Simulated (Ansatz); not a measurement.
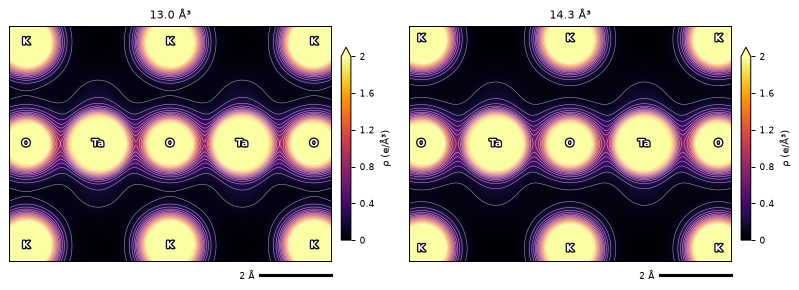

KTaO₃. The valence pseudo-density of cells scaled evenly to different volumes (given per atom above each panel), on the (110) plane of each (indices in the axes of the cell below), at one length scale and on one colour scale.

Method: Ansatz 0.2.0, DFT PBE, scalar-relativistic, plane waves, PAW.

The largest cell:

```
K Ta O
1.0
     4.15429    0.00000    0.00000
     0.00000    4.15429    0.00000
     0.00000    0.00000    4.15429
K Ta O
1 1 3
Cartesian
  2.0771 2.0771 2.0771
  0.0000 0.0000 0.0000
  2.0771 0.0000 0.0000
  0.0000 2.0771 0.0000
  0.0000 0.0000 2.0771
```

| volume (Å³/atom) | Ta–O contact in the plane (Å) | ρ at its midpoint (e/Å³) | pressure (GPa) | gap on the mesh (eV) | 
| --- | --- | --- | --- | --- |
| 13.04 | 2.012 | 0.826 | 0.0 | 2.16 | 
| 13.82 | 2.052 | ? | ? | ? | 
| 14.34 | 2.077 | 0.703 | −14.5 | 1.93 | 

**Estimate the missing row, and compare with the calculation.**

Over the known rows ln ρ falls by 2.48 per Å of Ta–O distance (the line through the two), which gives 0.748 e/Å³ at 2.052 Å; the calculation gives 0.748 e/Å³. For the pressure, a straight line in volume between the neighbouring rows gives −8.7 GPa; the calculation gives −9.6, lower because pressure rises ever faster on compression. For the gap on the mesh, a straight line in volume between the neighbouring rows gives 2.02 eV; the calculation gives 2.02.
